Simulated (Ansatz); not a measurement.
**AlGa3N4: density, localisation and related maps**

The calculation's input:

```
crystal:
  lattice:
    - [4.8862446628, 0.0, 0.0]
    - [0.0, 4.0490111894, 0.0]
    - [0.0, 0.0, 4.4676279261]
  atoms:
    - { symbol: Al, position: [0.0, 0.0, 0.0] }
    - { symbol: Ga, position: [0.5, 0.5, 0.0] }
    - { symbol: Ga, position: [0.5, 0.0, 0.5] }
    - { symbol: Ga, position: [0.0, 0.5, 0.5] }
    - { symbol: "N", position: [0.755030922, 0.755030922, 0.244969078] }
    - { symbol: "N", position: [0.755030922, 0.244969078, 0.755030922] }
    - { symbol: "N", position: [0.244969078, 0.755030922, 0.755030922] }
    - { symbol: "N", position: [0.244969078, 0.244969078, 0.244969078] }
basis:
  ecutwfc: 420
kpoints:
  mp_grid: { grid: [6, 6, 6] }
hamiltonian:
  xc: pbesol
scf:
  occupations: { method: gaussian, width: 0.05 }
output:
  forces: true
  stress: true
  eigenvalues: true
  write_density: true
  write_potential: true
  elf: true
  volumetric_format: npy
```

Command:

```sh
ansatz run input.yaml --threads 2 --pin off --max-ram 5120MiB --backend cpu --events-out ev --progress --plain --runs-dir out
```

Below, planes, directions and counts refer to the conventional cell (a = 4.05 Å, b = 4.47 Å, c = 4.89 Å, α = 90.00°, β = 90.00°, γ = 90.00°).

Space group P222; a structure from a database of computed crystals, not necessarily the ambient phase; changed on purpose from its base cell (strain +0.0937 x Voigt [1, -1, 0, 0, 0, 0], atoms carried along).

The calculation used Ansatz 0.2.0, DFT PBEsol, scalar-relativistic, plane waves, PAW.

The density is the valence pseudo-density of a PAW calculation; it isn't the true density close to the nuclei.

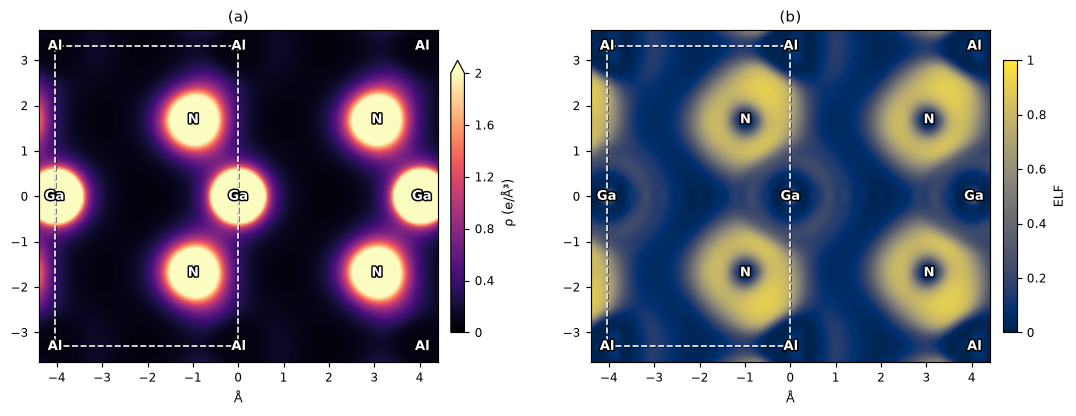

Figure 1. (a) valence electron density; (b) electron localisation function on the (011) plane of the conventional cell.

**Interpret the plot.**

- The section cuts through Al, Ga and N sites.
- Al–N (1.90 Å): ρ at the midpoint is about 0.68 e/Å³; the ELF peaks at about 0.90 between the atoms; a polar covalent bond.
- Ga–N (1.96 Å): ρ is about 0.73 e/Å³ halfway; the ELF peaks at about 0.85 in the valence shell of N, 0.7 Å from its nucleus, and is about 0.45 at the midpoint.
- Between the atoms the lowest density in this plane is 0.04 e/Å³.

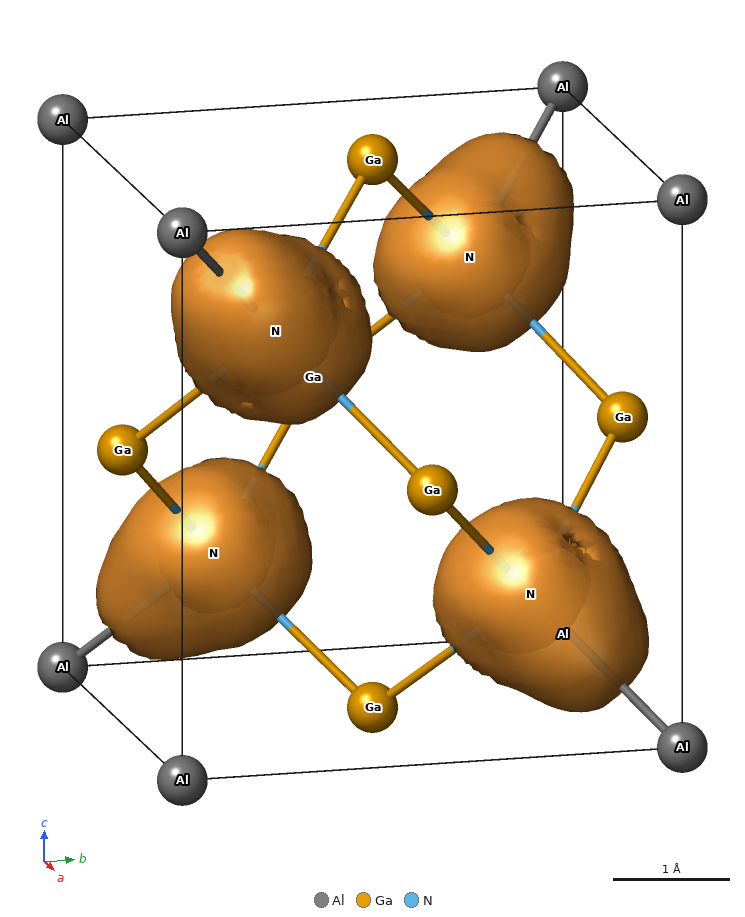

Figure 2. Isosurface of the ELF at 0.75 (orange), seen slightly off an axis. Only the valence region is drawn (cores and ρ < 0.01 e/Å³ removed). Sticks mark near contacts.

**Identify the bonds, lone pairs and shells in this picture.**

At this value the surface marks out four regions on N in which the atom's valence shell and bonds are merged, counted in one cell of 8 atoms. Regions shared between cells count once. Along the contacts the grid gives the following. Ga–N (1.95 Å): the ELF peaks at about 0.85 in the valence shell of N, 0.7 Å from its nucleus, and is about 0.45 at the midpoint.

**Does the calculation make it a metal, or give it a gap?**

It is gapped, with a Kohn–Sham gap of 1.9 eV on the k-point mesh, an upper bound to the gap of this method.
